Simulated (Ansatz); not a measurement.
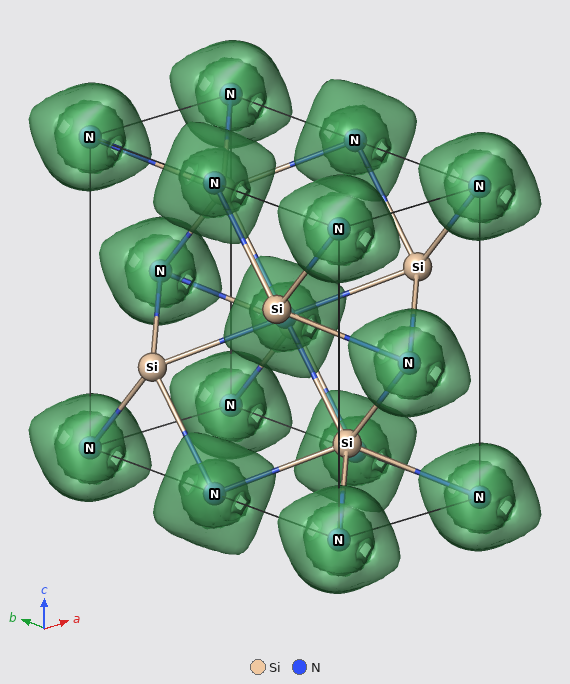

SiN. Isosurface of the ELF at 0.75 (green), seen at an oblique angle. Core shells and regions of very low density are left out. Sticks mark near contacts.

Space group Cmcm; a structure from a database of computed crystals, not necessarily the ambient phase.

These are results of DFT r2SCAN, scalar-relativistic, plane waves, PAW (Ansatz), not measurements.

Core electrons are frozen (PAW), and the valence fields are smoothed inside the atomic spheres.

**Identify the bonds, lone pairs and shells in this picture.**

At this value the surface marks out four regions wrapped around N (the valence shell of each), counted in one cell of 8 atoms. Regions shared between cells count once. Profiles from the grid: Si–N (2.05 Å): the ELF peaks at about 0.85 between the atoms.

**Metal or insulator at this level of theory?**

It is gapless in this calculation (a metal or semimetal).
